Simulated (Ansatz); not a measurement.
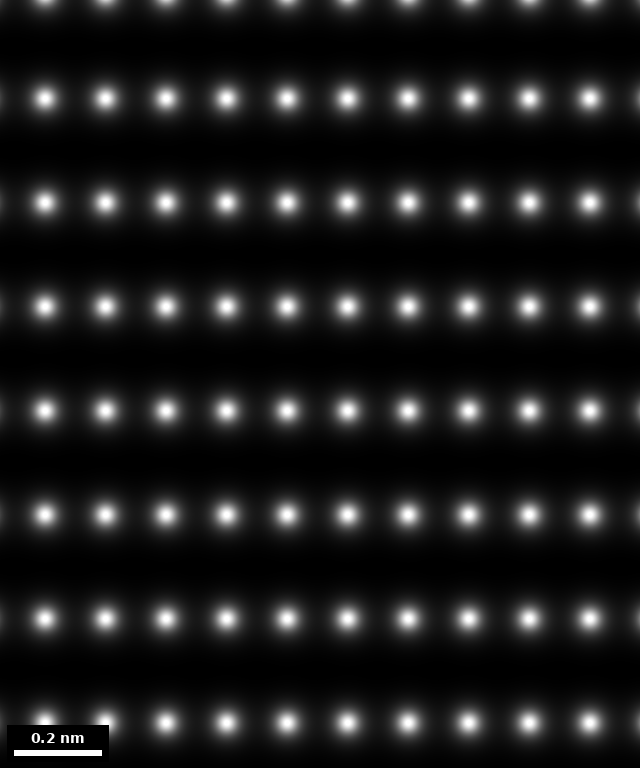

Projected-potential map of Pt. Computed as the sum of neutral-atom potentials (tabulated electron scattering factors, B = 0.3 Å²) projected along the beam and smoothed by 0.25 Å; brighter is more positive.

> What two-dimensional lattice does the image show, and how large is its cell?

The pattern repeats on a rectangular net of 1.4 × 2.4 Å.

> What is the plane group of the image?

p2mm: mirror lines in two perpendicular directions, with twofold points where they cross.

> How many columns does the smallest repeating cell hold, and how many levels of brightness?

1 column in the primitive cell of 3.3 Å², all of one brightness.

The crystal is Pt (P6_3/mmc, No. 194) seen along [210]. Structure: the geometry given to an electronic-structure calculation, possibly off equilibrium; the starting structure was generated, so it need not be a known form of this composition.
